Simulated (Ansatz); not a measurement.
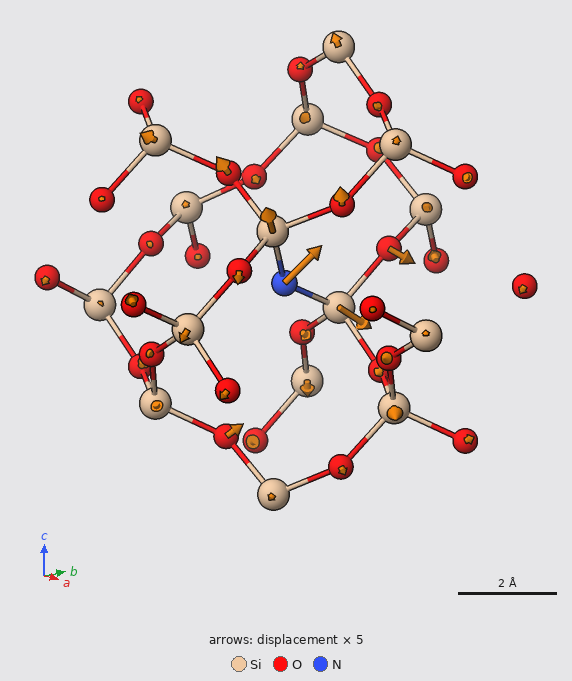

A relaxation of a defect cell of composition Si24O47N (cell charge +1). The starting structure is drawn; orange arrows show the displacements, 5 times their true length.

The picture is a ball-and-stick view of the atoms within 5.0 Å of the atom that moves most (axes of the cell of the calculation, reduced to other axes (origin shifted)), seen slightly off an axis. Lengths and directions refer to the drawn axes.

Level of theory: Ansatz, DFT, PBEsol, PAW, plane waves. (plane-wave cutoff 420 eV; k-point mesh 1 × 1 × 1; mesh shifted by (0.25, 0.25, 0.25); collinear spin; atoms relaxed in a fixed cell; force threshold 0.03 eV/Å; at most 80 steps)

What did the optimiser do to the structure, and how much energy did it gain?

Answer. The atom that moves furthest is the N atom (0.22 Å along [2 3 2]). By element the largest moves are N 0.22 Å, Si 0.20 Å, O 0.13 Å. The lattice vectors keep their values. Near-neighbour distances that change, for instance: Si–Si 3.093 → 3.439 Å, N–Si 1.624 → 1.760 Å, N–Si 1.644 → 1.761 Å, O–Si 1.573 → 1.639 Å. Bond angles that change, for instance: Si–N–Si 142.3° → 155.2°, O–Si–N 110.2° → 99.8°, O–Si–N 109.8° → 101.5°. The energy falls by 1.937 eV per cell of the calculation in 5 geometry steps. The largest force component goes from 3.3 to 0.029 eV/Å.

Limits of the set-up: the cell is charged, on a uniform background, and energies carry no finite-size correction.
